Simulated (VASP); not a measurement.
# Two runs on PbSe

System: PbSe (Fm-3m, 2 atoms in the cell).
Method of run 1: DFT, PBE, plane waves, PAW (VASP 6.6.1).

The structure was built on a prototype by a generator. 

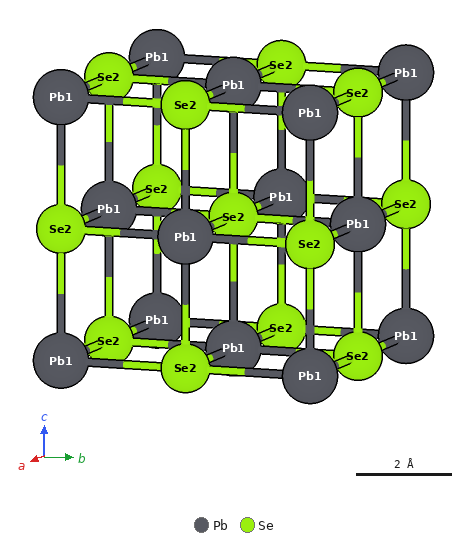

The structure as given in the input (ball-and-stick view of the cell 4 times as large as that of the calculation, set on its symmetry axes, seen slightly off an axis; atoms are numbered from 1 in the order of the input). Near neighbours in the crystal (not all of them lie inside the picture): Pb has 6 Se at 2.83 Å; Se has 6 Pb at 2.83 Å.

INCAR, run 1:
```
ENCUT = 600.000000
SIGMA = 0.020000
EDIFF = 1.00e-07
EDIFFG = -5.00e-03
GGA = PE
PREC = Accurate
IBRION = 2
ISIF = 3
ISMEAR = -1
NBANDS = 17
NELM = 120
NSW = 40
LASPH = .TRUE.
LCHARG = .FALSE.
LWAVE = .FALSE.
LREAL = .FALSE.
```

KPOINTS, run 1:
```
KPOINTS created by Atomic Simulation Environment
0
Gamma
8 8 8
0 0 0
```

POSCAR, run 1:
```
Pb Se
 1.0000000000000000
     0.0000000000000000    2.8250139999999999    2.8250139999999999
     2.8250139999999999    0.0000000000000000    2.8250139999999999
     2.8250139999999999    2.8250139999999999    0.0000000000000000
 Pb  Se
   1   1
Cartesian
  0.0000000000000000  0.0000000000000000  0.0000000000000000
  2.8250139999999999  2.8250139999999999  2.8250139999999999
```

Command:
```bash
mpirun -np 1 vasp_std
```

Hardware: 1 CPU thread, shared host.

OSZICAR and lines of OUTCAR (run 1):
```
N       E                     dE             d eps       ncg     rms          rms(c)
DAV:   1     0.165313422495E+03    0.16531E+03   -0.10359E+04   986   0.132E+03
DAV:   2     0.429691107413E+01   -0.16102E+03   -0.15583E+03  1014   0.325E+02
DAV:   3    -0.819909730165E+01   -0.12496E+02   -0.12379E+02  1356   0.931E+01
DAV:   4    -0.850928012565E+01   -0.31018E+00   -0.30991E+00  1165   0.162E+01
DAV:   5    -0.851999517310E+01   -0.10715E-01   -0.10714E-01  1486   0.295E+00    0.271E+00
DAV:   6    -0.819934692881E+01    0.32065E+00   -0.81280E-01  1461   0.590E+00    0.148E+00
DAV:   7    -0.819552186602E+01    0.38251E-02   -0.13000E-01  1183   0.167E+00    0.837E-01
DAV:   8    -0.819928732984E+01   -0.37655E-02   -0.15029E-02  1202   0.129E+00    0.185E-01
DAV:   9    -0.819868427987E+01    0.60305E-03   -0.35017E-03  1488   0.533E-01    0.592E-02
DAV:  10    -0.819876843088E+01   -0.84151E-04   -0.25936E-04  1181   0.916E-02    0.220E-02
DAV:  11    -0.819877538546E+01   -0.69546E-05   -0.63063E-05  1260   0.791E-02    0.882E-03
DAV:  12    -0.819877549169E+01   -0.10624E-06   -0.34521E-06  1282   0.131E-02    0.224E-03
DAV:  13    -0.819877551323E+01   -0.21540E-07   -0.16656E-07  1109   0.417E-03
   1 F= -.81987755E+01 E0= -.81987754E+01  d E =-.819878E+01
       N       E                     dE             d eps       ncg     rms          rms(c)
DAV:   1    -0.819910085169E+01   -0.32536E-03   -0.94936E-03  1279   0.151E+00    0.950E-02
DAV:   2    -0.819883205685E+01    0.26879E-03   -0.51268E-04  1285   0.360E-01    0.352E-02
DAV:   3    -0.819878567491E+01    0.46382E-04   -0.19299E-04  1275   0.205E-01    0.696E-03
DAV:   4    -0.819878456972E+01    0.11052E-05   -0.44787E-06  1045   0.203E-02    0.268E-03
DAV:   5    -0.819878393060E+01    0.63912E-06   -0.70396E-07  1274   0.106E-02    0.113E-03
DAV:   6    -0.819878387181E+01    0.58797E-07   -0.59787E-08   587   0.392E-03
   2 F= -.81987839E+01 E0= -.81987838E+01  d E =-.835857E-05
[... from OUTCAR:]
   NELECT =      20.0000    total number of electrons
 E-fermi :   4.6816
  free  energy   TOTEN  =        -8.1987838718 eV
  energy  without entropy=       -8.1987837444  energy(sigma->0) =       -8.19878381
```

The input of run 2 differs as follows (lines with − go, lines with + come):
```diff
-GGA = PE
+METAGGA = RTPSS
```

What does this change do to the results?

The total energies belong to different methods, so their difference says nothing on which is more stable or more accurate. The volume per atom goes from 30.06 to 29.29 Å³. The functional changes from PBE to RTPSS. The SCF takes 62 iterations against 19.

OSZICAR and lines of OUTCAR (run 2):
```
N       E                     dE             d eps       ncg     rms          rms(c)
DAV:   1     0.210054497180E+03    0.21005E+03   -0.10684E+04   987   0.144E+03
DAV:   2     0.518961437395E+02   -0.15816E+03   -0.15312E+03   989   0.350E+02
DAV:   3     0.406558213471E+02   -0.11240E+02   -0.11155E+02  1343   0.101E+02
DAV:   4     0.404154420327E+02   -0.24038E+00   -0.24012E+00  1175   0.138E+01
DAV:   5     0.404096914911E+02   -0.57505E-02   -0.57499E-02  1429   0.232E+00    0.494E+00
DAV:   6     0.436500668490E+02    0.32404E+01   -0.11621E+01   987   0.369E+01    0.261E+00
DAV:   7     0.437171613704E+02    0.67095E-01   -0.32299E-01  1346   0.547E+00    0.187E+00
[...]
   5 F= 0.43021205E+02 E0= 0.43021205E+02  d E =-.130524E-03
       N       E                     dE             d eps       ncg     rms          rms(c)
DAV:   1     0.430211164974E+02   -0.87982E-04   -0.27990E-03  1275   0.818E-01    0.517E-02
DAV:   2     0.430211813730E+02    0.64876E-04   -0.11815E-04  1263   0.171E-01    0.209E-02
DAV:   3     0.430211961231E+02    0.14750E-04   -0.64228E-05  1265   0.118E-01    0.468E-03
DAV:   4     0.430211980510E+02    0.19279E-05   -0.18004E-06  1216   0.158E-02    0.197E-03
DAV:   5     0.430211991441E+02    0.10931E-05   -0.34560E-07   837   0.649E-03    0.675E-04
DAV:   6     0.430211992597E+02    0.11563E-06   -0.24024E-08   509   0.213E-03    0.108E-04
DAV:   7     0.430211991614E+02   -0.98328E-07   -0.53976E-09   497   0.736E-04
   6 F= 0.43021199E+02 E0= 0.43021199E+02  d E =-.135871E-03
[... from OUTCAR:]
   NELECT =      20.0000    total number of electrons
 E-fermi :   4.8706
  free  energy   TOTEN  =        43.0211991614 eV
  energy  without entropy=       43.0211996027  energy(sigma->0) =       43.02119938
```

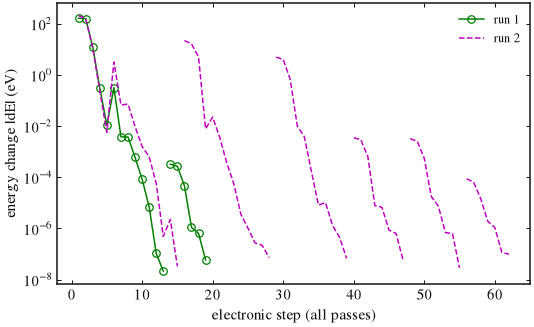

Convergence of the two runs: energy change |dE| against the electronic step. A break in a curve parts two SCF passes. Run 1 takes 19 steps in all, and run 2 takes 62.

The two runs side by side:

| quantity | run 1 | run 2 |
| --- | --- | --- |
| outcome | converged | converged |
| free energy per atom (eV) | −4.0994 | 21.5106 |
| pressure (GPa) | −0.01 | 0.00 |
| volume per atom (Å³) | 30.06 | 29.29 |
| largest force (eV/Å) | 0.000 | 0.000 |
| SCF iterations | 19 | 62 |
| irreducible k-points | 29 | 29 |

For both runs: Spin–orbit coupling is left out, which matters for Pb. The volume changed by more than 5 % on the plane waves of the start, so the result carries a basis error; a second relaxation from the end is advised.
